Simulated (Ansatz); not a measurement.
# Rh(111) / 1 layer Tc(0001) / Rh(111): resistance against film thickness, part 2 of 2

Wanted: interface resistance and thickness dependence for Rh(111) / 1 layer Tc(0001) / Rh(111).

Ansatz 0.2.0; Ansatz plane-wave DFT, PBE, PAW files; ballistic transport by layer matching (Landauer), zero bias; PAW set ansatz+soft_1.

So far. Step 2 (With 1 layer): The lead's potential steps by 6.5 meV from period to period, small in itself. The program estimates the junction's conductance to 3.1 % from the k-mesh, 0 % from the leads' distance from neutral and 2.7 % from their steps. Step 3 (With 3 layers, k-mesh 16×16×1, film layers 3): The conductance of the junction is 8.5e14 S/m², 30 % under the 1.2e15 S/m² of the last finished run.

## Step 4: With 5 layers, k-mesh 16×16×1, film layers 5

The stack now holds 5 film layers; the k-mesh follows the cell, and the energies span -0.27 to 0.27 eV.

System of this step: Rh(111) / 5 layers Tc(0001) / Rh(111). The cell holds 13 atoms: 8 Rh and 5 Tc. Its edges and angles: a = 2.689 Å, b = 2.689 Å, c = 28.980 Å, α = 90.0°, β = 90.0°, γ = 120.0°. It derives from Rh and Tc. Regions: lead, 8 atoms (8 Rh); films, 5 atoms (5 Tc). The structure is stacked along c, and the current runs across the ab planes.

File input.yaml:

```yaml
crystal:
  lattice:
    - [2.6891977995, 0.0, 0.0]
    - [-1.3445988998, 2.3289136102, 0.0]
    - [0.0, 0.0, 28.9801080504]
  atoms:
    - { symbol: Rh, position: [0.0, 0.0, 0.0378832405] }
    - { symbol: Rh, position: [0.3333333333, 0.6666666667, 0.1136497216] }
    - { symbol: Rh, position: [0.6666666667, 0.3333333333, 0.1894162027] }
    - { symbol: Rh, position: [0.0, 0.0, 0.2651826838] }
    - { symbol: Tc, position: [0.3333333333, 0.6666666667, 0.3424527395] }
    - { symbol: Tc, position: [0.6666666667, 0.3333333333, 0.4212263698] }
    - { symbol: Tc, position: [0.3333333333, 0.6666666667, 0.5] }
    - { symbol: Tc, position: [0.6666666667, 0.3333333333, 0.5787736302] }
    - { symbol: Tc, position: [0.3333333333, 0.6666666667, 0.6575472605] }
    - { symbol: Rh, position: [0.6666666667, 0.3333333333, 0.7348173162] }
    - { symbol: Rh, position: [0.0, 0.0, 0.8105837973] }
    - { symbol: Rh, position: [0.3333333333, 0.6666666667, 0.8863502784] }
    - { symbol: Rh, position: [0.6666666667, 0.3333333333, 0.9621167595] }
kpoints:
  mp_grid: { grid: [16, 16, 1] }
hamiltonian:
  xc: pbe
  pseudopotentials: { kind: paw, azcp: { Rh: "soft_1/Rh.paw.azcp" } }
scf:
  occupations: { method: fermi_dirac, width: 0.1 }
output:
  transmission:
    leads: [[0, 1]]
    kmesh: [32, 32]
    e_range: [-0.27, 0.27]
    de: 0.036
  write_potential: true
  write_density: true
  volumetric_format: npy
```

The run is started by

```sh
> ansatz run input.yaml --threads 4 --pin off --max-ram 8192MiB --backend cpu --events-out ev --progress --plain --runs-dir out
```

Numbers of over 12 decimals in the logs are rounded to 6 here.

The program printed:

```text
[...]
Crystal: 13 atoms, lattice volume = 181.500 Å³
Basis set: ecut = 500 eV, 4545 PW (Γ)
Bands: 127, of which v1, the nominal top of the filled ones, is band 106 counted from 1 (105 counted from 0)
Symmetry: 6 space group operations
[...]
k-points: 30 of 256 (time reversal used)
[...]
--- Transmission ---
  basis      : 61 plane waves across, 52 finite elements along
  points     : 102, standing for a mesh of 32 x 32
[...]
filled         : 4.5 meV under the level at which it is neutral
    channels       : 1.804688e0 a spin
[...]
slowest decay  : 0.0474 /Å at (0.4062, 0.1875)
  junction   : crystal 0 to crystal 0, 0.70 to 27.48 Å
    transmission   : 6.418301e-1 a spin
[...]
resistance     : 8.3727e-4 Ω µm² beyond half of each lead's own
[key lines of the parts left out:]
SCF converged after 11 iterations
Free energy (F): -78213.978349 eV
Fermi energy:    22.437124 eV
```

Wall time 77 s (4 threads of Intel Xeon Platinum 8488C (Sapphire Rapids), shared host); peak memory 1.3 GiB.

Numbers from this step:

- free energy: -78213.9783 eV
- energy at zero smearing: -78213.7241 eV
- Fermi energy: 22.44 eV
- step of the lead's potential: 4.5 meV
- conductance of the junction: 7.78e14 S/m²
- junction conductance per cell: 0.6285 G₀
- estimated errors of the junction's conductance: 0.2, 0.4, 7.4, 3.9, 0.1 % (energy step, band edges, k-mesh, leads' steps, distance from neutral)
- area resistance that the stack adds (contact term taken off, spin by spin): 0.8373 fΩ m²

Per spin. Transmission, zone mean against energy, zero at the Fermi level:

```csv
energy (eV),"transmission, zone mean"
-0.270,0.706
-0.234,0.684
-0.198,0.660
-0.162,0.645
-0.126,0.663
-0.090,0.649
-0.054,0.607
-0.018,0.616
0.018,0.642
0.054,0.633
0.090,0.634
0.126,0.628
0.162,0.617
0.198,0.631
0.234,0.660
0.270,0.712
```

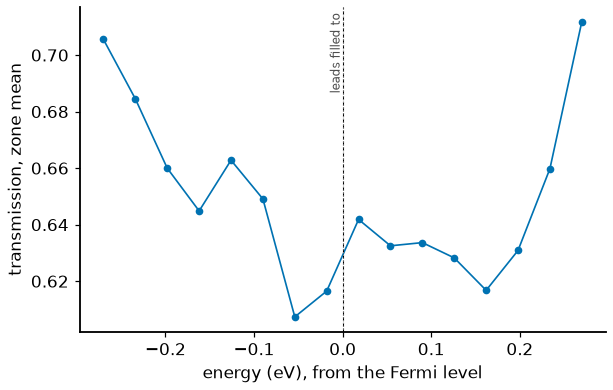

Transmission, zone mean against energy.

The conductance of the junction is 7.8e14 S/m², 8.9 % under the 8.5e14 S/m² of the last finished run, no more than the error estimates, leads' steps apart, of 4.8 and 7.4 % together.

## Step 5: With 7 layers, k-mesh 16×16×1, film layers 7

The stack now holds 7 film layers; the k-mesh follows the cell, and the energies span -0.27 to 0.27 eV.

System of this step: Rh(111) / 7 layers Tc(0001) / Rh(111). The cell holds 15 atoms: 8 Rh and 7 Tc. Its edges and angles: a = 2.689 Å, b = 2.689 Å, c = 33.546 Å, α = 90.0°, β = 90.0°, γ = 120.0°. It derives from Rh and Tc. Regions: lead, 8 atoms (8 Rh); films, 7 atoms (7 Tc). The structure is stacked along c, and the current runs across the ab planes.

input.yaml, the sections that differ from step 4:

```yaml
crystal:
  lattice:
    - [2.6891977995, 0.0, 0.0]
    - [-1.3445988998, 2.3289136102, 0.0]
    - [0.0, 0.0, 33.5458446826]
  atoms:
    - { symbol: Rh, position: [0.0, 0.0, 0.0327271653] }
    - { symbol: Rh, position: [0.3333333333, 0.6666666667, 0.0981814959] }
    - { symbol: Rh, position: [0.6666666667, 0.3333333333, 0.1636358265] }
    - { symbol: Rh, position: [0.0, 0.0, 0.2290901572] }
    - { symbol: Tc, position: [0.3333333333, 0.6666666667, 0.2958434193] }
    - { symbol: Tc, position: [0.6666666667, 0.3333333333, 0.3638956128] }
    - { symbol: Tc, position: [0.3333333333, 0.6666666667, 0.4319478064] }
    - { symbol: Tc, position: [0.6666666667, 0.3333333333, 0.5] }
    - { symbol: Tc, position: [0.3333333333, 0.6666666667, 0.5680521936] }
    - { symbol: Tc, position: [0.6666666667, 0.3333333333, 0.6361043872] }
    - { symbol: Tc, position: [0.3333333333, 0.6666666667, 0.7041565807] }
    - { symbol: Rh, position: [0.6666666667, 0.3333333333, 0.7709098428] }
    - { symbol: Rh, position: [0.0, 0.0, 0.8363641735] }
    - { symbol: Rh, position: [0.3333333333, 0.6666666667, 0.9018185041] }
    - { symbol: Rh, position: [0.6666666667, 0.3333333333, 0.9672728347] }
# kpoints, hamiltonian, scf, output: as in step 4
```

The program printed:

```text
[...]
Crystal: 15 atoms, lattice volume = 210.095 Å³
Basis set: ecut = 500 eV, 5259 PW (Γ)
Bands: 145, of which v1, the nominal top of the filled ones, is band 121 counted from 1 (120 counted from 0)
Symmetry: 6 space group operations
[...]
k-points: 30 of 256 (time reversal used)
[...]
--- Transmission ---
  basis      : 61 plane waves across, 65 finite elements along
  points     : 102, standing for a mesh of 32 x 32
[...]
filled         : 3.3 meV under the level at which it is neutral
    channels       : 1.804688e0 a spin
[...]
slowest decay  : 0.0443 /Å at (0.4062, 0.1875)
  junction   : crystal 0 to crystal 0, 0.70 to 32.05 Å
    transmission   : 6.990393e-1 a spin
[...]
resistance     : 7.2205e-4 Ω µm² beyond half of each lead's own
[key lines of the parts left out:]
SCF converged after 12 iterations
Free energy (F): -89010.009586 eV
Fermi energy:    22.439014 eV
```

Run time: 94 s. Hardware: 4 threads; peak memory 1.6 GiB.

This step gave:

* free energy: -89010.0096 eV
* energy at zero smearing: -89009.7210 eV
* step of the lead's potential: 4.7 meV
* conductance of the junction: 8.54e14 S/m²
* junction conductance per cell: 0.6904 G₀
* estimated errors of the junction's conductance: 0.1, 1.1, 6.3, 4.9, 0.1 % (energy step, band edges, k-mesh, leads' steps, distance from neutral)
* area resistance that the stack adds (contact term taken off, spin by spin): 0.7220 fΩ m²

Per spin. The transmission, zone mean by energy, zero at the Fermi level:

```csv
energy (eV),"transmission, zone mean"
-0.270,0.645
-0.234,0.669
-0.198,0.679
-0.162,0.685
-0.126,0.698
-0.090,0.674
-0.054,0.665
-0.018,0.687
0.018,0.699
0.054,0.712
0.090,0.697
0.126,0.669
0.162,0.674
0.198,0.707
0.234,0.697
0.270,0.705
```

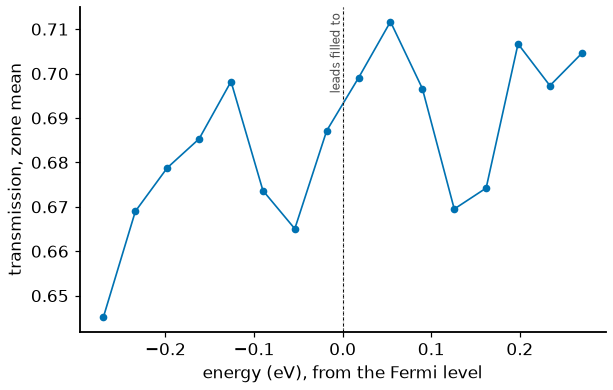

Transmission, zone mean, plotted against energy.

The conductance of the junction is 8.5e14 S/m², 9.8 % over the 7.8e14 S/m² of the last finished run, no more than the error estimates, leads' steps apart, of 7.4 and 6.3 % together.

## Step 6: With 9 layers, k-mesh 16×16×1, film layers 9

The stack now holds 9 film layers; the k-mesh follows the cell, and the energies span -0.27 to 0.27 eV.

System of this step: Rh(111) / 9 layers Tc(0001) / Rh(111). The cell holds 17 atoms: 8 Rh and 9 Tc. Cell: a = 2.689 Å, b = 2.689 Å, c = 38.112 Å, α = 90.0°, β = 90.0°, γ = 120.0°. It derives from Rh and Tc. Regions: lead, 8 atoms (8 Rh); films, 9 atoms (9 Tc). The structure is stacked along c, and the current runs across the ab planes.

input.yaml, the sections that differ from step 5:

```yaml
crystal:
  lattice:
    - [2.6891977995, 0.0, 0.0]
    - [-1.3445988998, 2.3289136102, 0.0]
    - [0.0, 0.0, 38.1115813147]
  atoms:
    - { symbol: Rh, position: [0.0, 0.0, 0.0288064774] }
    - { symbol: Rh, position: [0.3333333333, 0.6666666667, 0.0864194321] }
    - { symbol: Rh, position: [0.6666666667, 0.3333333333, 0.1440323868] }
    - { symbol: Rh, position: [0.0, 0.0, 0.2016453415] }
    - { symbol: Tc, position: [0.3333333333, 0.6666666667, 0.2604016168] }
    - { symbol: Tc, position: [0.6666666667, 0.3333333333, 0.3203012126] }
    - { symbol: Tc, position: [0.3333333333, 0.6666666667, 0.3802008084] }
    - { symbol: Tc, position: [0.6666666667, 0.3333333333, 0.4401004042] }
    - { symbol: Tc, position: [0.3333333333, 0.6666666667, 0.5] }
    - { symbol: Tc, position: [0.6666666667, 0.3333333333, 0.5598995958] }
    - { symbol: Tc, position: [0.3333333333, 0.6666666667, 0.6197991916] }
    - { symbol: Tc, position: [0.6666666667, 0.3333333333, 0.6796987874] }
    - { symbol: Tc, position: [0.3333333333, 0.6666666667, 0.7395983832] }
    - { symbol: Rh, position: [0.6666666667, 0.3333333333, 0.7983546585] }
    - { symbol: Rh, position: [0.0, 0.0, 0.8559676132] }
    - { symbol: Rh, position: [0.3333333333, 0.6666666667, 0.9135805679] }
    - { symbol: Rh, position: [0.6666666667, 0.3333333333, 0.9711935226] }
# kpoints, hamiltonian, scf, output: as in step 5
```

The program printed:

```text
[...]
Crystal: 17 atoms, lattice volume = 238.689 Å³
Basis set: ecut = 500 eV, 5995 PW (Γ)
Bands: 163, of which v1, the nominal top of the filled ones, is band 136 counted from 1 (135 counted from 0)
Symmetry: 6 space group operations
[...]
k-points: 30 of 256 (time reversal used)
[...]
--- Transmission ---
  basis      : 61 plane waves across, 73 finite elements along
  points     : 102, standing for a mesh of 32 x 32
[...]
filled         : 3.2 meV under the level at which it is neutral
    channels       : 1.804688e0 a spin
[...]
slowest decay  : 0.0438 /Å at (0.4062, 0.1875)
  junction   : crystal 0 to crystal 0, 0.70 to 36.61 Å
    transmission   : 6.722939e-1 a spin
[...]
resistance     : 7.7633e-4 Ω µm² beyond half of each lead's own
[key lines of the parts left out:]
SCF converged after 12 iterations
Free energy (F): -99806.053959 eV
Fermi energy:    22.439932 eV
```

The job ended after 1.8 min (4 threads; peak memory 1.9 GiB; 6.8 min of CPU time).

This step gave:

| Property | Result |
| --- | --- |
| free energy | -99806.0540 eV |
| energy at zero smearing | -99805.7321 eV |
| step of the lead's potential | 5.6 meV |
| conductance of the junction | 8.16e14 S/m² |
| junction conductance per cell | 0.6598 G₀ |
| estimated errors of the junction's conductance | 0.1, 0.7, 5.4, 7, 0.3 % (energy step, band edges, k-mesh, leads' steps, distance from neutral) |
| area resistance that the stack adds (contact term taken off, spin by spin) | 0.7763 fΩ m² |

Per spin. The transmission, zone mean by energy, zero at the Fermi level:

```csv
energy (eV),"transmission, zone mean"
-0.270,0.614
-0.234,0.588
-0.198,0.595
-0.162,0.601
-0.126,0.634
-0.090,0.611
-0.054,0.619
-0.018,0.646
0.018,0.672
0.054,0.698
0.090,0.726
0.126,0.732
0.162,0.717
0.198,0.715
0.234,0.705
0.270,0.733
```

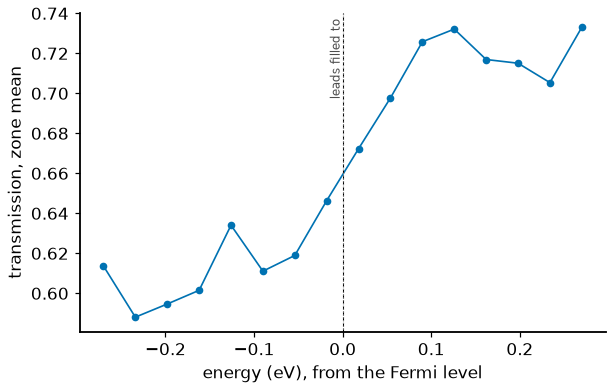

Transmission, zone mean, plotted against energy.

The conductance of the junction is 8.2e14 S/m², 4.4 % under the 8.5e14 S/m² of the last finished run, within the error estimates, leads' steps apart, of 6.3 and 5.4 %.

## Step 7: All levels side by side

Times are for 4 threads of Intel Xeon Platinum 8488C (Sapphire Rapids), shared host. Results by setting:

```csv
no.,film layers,"area resistance that the stack adds (contact term taken off, spin by spin) (fΩ m²)",conductance of the junction (S/m²),time,memory (GiB)
1,1,0.3672,1.23e15,1.8 min,0.99
2,3,0.7228,8.54e14,59 s,1.0
3,5,0.8373,7.78e14,77 s,1.3
4,7,0.7220,8.54e14,94 s,1.6
5,9,0.7763,8.16e14,1.8 min,1.9
```

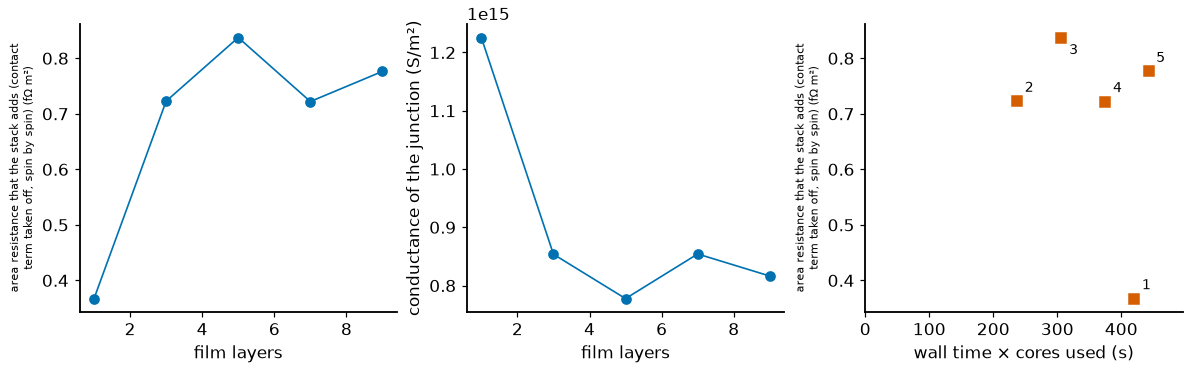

The series as plots; the last panel sets the first result against cost, with the runs numbered as in the table.

## Step 8: With 3 layers

This step: Ansatz plane-wave DFT, PBE, PAW files; ballistic transport by layer matching (Landauer), zero bias; changed: output.transmission.kmesh = [24, 24], output.transmission.kmesh = [24, 24]; PAW set ansatz+soft_1 (Ansatz 0.2.0).

System of this step: Rh(111) / 3 layers Tc(0001) / Rh(111). The cell holds 11 atoms: 8 Rh and 3 Tc. Its edges and angles: a = 2.689 Å, b = 2.689 Å, c = 24.414 Å, α = 90.0°, β = 90.0°, γ = 120.0°. It derives from Rh and Tc. Regions: lead, 8 atoms (8 Rh); films, 3 atoms (3 Tc). The structure is stacked along c, and the current runs across the ab planes.

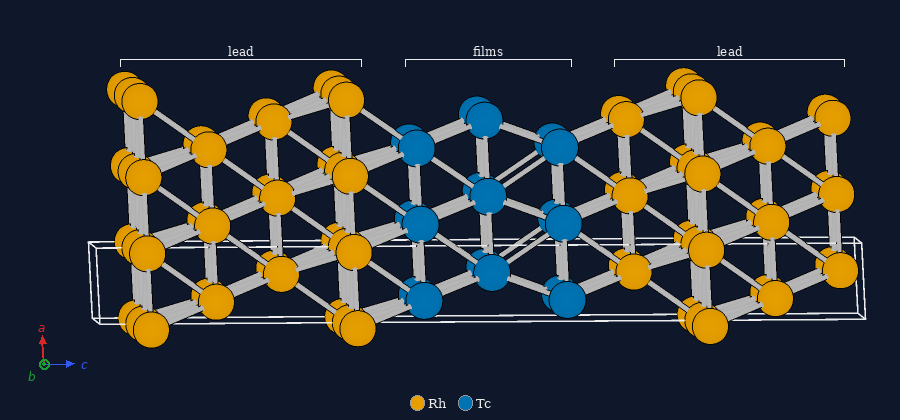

The cell of this step (rhodium orange, technetium blue). 3×2×1 cells are drawn. Some periodic images of atoms are drawn too.

File input.yaml:

```yaml
crystal:
  lattice:
    - [2.6891977995, 0.0, 0.0]
    - [-1.3445988998, 2.3289136102, 0.0]
    - [0.0, 0.0, 24.4143714183]
  atoms:
    - { symbol: Rh, position: [0.0, 0.0, 0.0449677932] }
    - { symbol: Rh, position: [0.3333333333, 0.6666666667, 0.1349033795] }
    - { symbol: Rh, position: [0.6666666667, 0.3333333333, 0.2248389659] }
    - { symbol: Rh, position: [0.0, 0.0, 0.3147745522] }
    - { symbol: Tc, position: [0.3333333333, 0.6666666667, 0.4064948969] }
    - { symbol: Tc, position: [0.6666666667, 0.3333333333, 0.5] }
    - { symbol: Tc, position: [0.3333333333, 0.6666666667, 0.5935051031] }
    - { symbol: Rh, position: [0.6666666667, 0.3333333333, 0.6852254478] }
    - { symbol: Rh, position: [0.0, 0.0, 0.7751610341] }
    - { symbol: Rh, position: [0.3333333333, 0.6666666667, 0.8650966205] }
    - { symbol: Rh, position: [0.6666666667, 0.3333333333, 0.9550322068] }
kpoints:
  mp_grid: { grid: [16, 16, 1] }
hamiltonian:
  xc: pbe
  pseudopotentials: { kind: paw, azcp: { Rh: "soft_1/Rh.paw.azcp" } }
scf:
  occupations: { method: fermi_dirac, width: 0.1 }
output:
  transmission:
    leads: [[0, 1]]
    kmesh: [24, 24]
    e_range: [-0.27, 0.27]
    de: 0.036
  write_potential: true
  write_density: true
  volumetric_format: npy
```

The program printed:

```text
[...]
Crystal: 11 atoms, lattice volume = 152.905 Å³
Basis set: ecut = 500 eV, 3821 PW (Γ)
Bands: 109, of which v1, the nominal top of the filled ones, is band 91 counted from 1 (90 counted from 0)
Symmetry: 6 space group operations
[...]
k-points: 30 of 256 (time reversal used)
[...]
SCF iter   1: F=—  HF=-67465.546436 eV  |F-HF|=—  |Δ(HF+E_count)|=         —  Δρ=3.35e-1  dr2=3.85e3  ethr=3.10e-3  ⟨swp⟩=5.7  Hψ=10851  notcnv=0  defer=7
[...]
SCF iter  12: F=-67417.949555 eV  HF=-67417.949555 eV  |F-HF|=3.29e-9  |Δ(HF+E_count)|=   2.34e-9  Δρ=4.60e-7  dr2=3.38e-9  ethr=5.52e-11  ⟨swp⟩=5.7  Hψ=6056  notcnv=0
SCF 1 converged in 12 iterations: F = -67417.949555 eV  dr2 = 3.38e-9
[...]
transmission: 272 of 2684 steps passed
transmission: 540 of 2684 steps passed
[...]
transmission: 2684 of 2684 steps passed
SCF converged after 12 iterations
Free energy (F): -67417.949555 eV
[...]
Internal energy: -67417.512670 eV  (E = F + TS)
E sigma→0 (E₀):  -67417.731112 eV
Entropy (-TS):   -0.436885 eV (-39.717 meV/atom)
Fermi energy:    22.432391 eV
[...]
--- Band table (eV; the first three rows and the last of 30) ---
  k-point 0: bands = [... 87 lower, 21.3953, 21.4005, 21.4005, 21.5215, 21.5215, 21.6240, 21.6240, 21.8961, ... 14 higher]
  k-point 1: bands = [... 87 lower, 21.2327, 21.3960, 21.4019, 21.5162, 21.5428, 21.7150, 21.7186, 21.8057, ... 14 higher]
  k-point 2: bands = [... 87 lower, 21.1119, 21.2366, 21.3342, 21.3475, 21.4560, 21.5858, 21.6597, 21.8088, ... 14 higher]
  k-point 29: bands = [... 87 lower, 22.3130, 22.5851, 22.6726, 22.6840, 22.7669, 22.8694, 22.9716, 23.0605, ... 14 higher]
--- Transmission ---
  basis      : 61 plane waves across, 44 finite elements along
  points     : 61, standing for a mesh of 24 x 24
[...]
filled         : 3.9 meV under the level at which it is neutral
    channels       : 1.760417e0 a spin
[...]
slowest decay  : 0.1261 /Å at (0.4167, 0.1667)
  junction   : crystal 0 to crystal 0, 0.70 to 22.92 Å
    transmission   : 6.591131e-1 a spin
[...]
resistance     : 7.5974e-4 Ω µm² beyond half of each lead's own
```

Run time: 38 s. Hardware: 4 threads; peak memory 1 GiB.

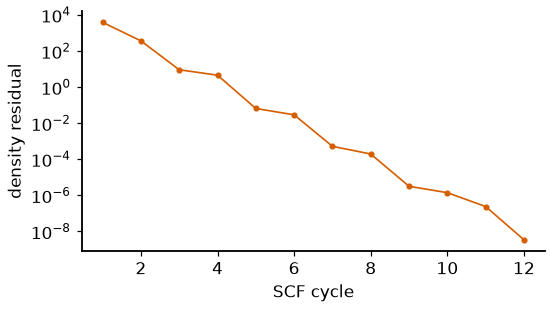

Residual by cycle in this run.

The run finished with changed settings (output.transmission.kmesh = [24, 24] and output.transmission.kmesh = [24, 24]); it serves as a test.

The two runs compared:

```csv
quantity,this run,sound run,difference
ballistic conductance of the lead (S/m²),2.181e15,2.229e15,-4.8e13
lead conductance per cell (G₀),1.7629,1.8014,-0.0386
conductance of the junction (S/m²),8.208e14,8.536e14,-3.3e13
junction conductance per cell (G₀),0.66347,0.69001,-0.0265
"area resistance that the stack adds (contact term taken off, spin by spin) (fΩ m²)",0.75974,0.72275,0.0370
```

## Step 9: Outcome

* area resistance, 1 layer: 0.367 fΩ m²
* area resistance, 3 layers: 0.723 fΩ m²
* area resistance, 5 layers: 0.837 fΩ m²
* area resistance, 7 layers: 0.722 fΩ m²
* area resistance, 9 layers: 0.776 fΩ m²

**Reading.** The stack adds 0.37 fΩ m² with 1 layer and 0.78 fΩ m² with 9. From 3 layers on no step exceeds the two runs' error estimates together, as expected where only the two interfaces scatter; half the mean, 0.38 fΩ m², is a rough coherent figure for one interface. Atoms sit on ideal sites and aren't relaxed. Tc(0001) is compressed by 1.9 % in plane to fit Rh(111).

[Logs are printed without paths, hosts, clocks, repeated set-up lines and the standing remarks that a program may print on its own settings, such as how far it seeks lower states.]

[Hosts, paths, dates, database ids (printed as entryN), source tags and the programs' standing remarks are cut or masked in the printed files.]
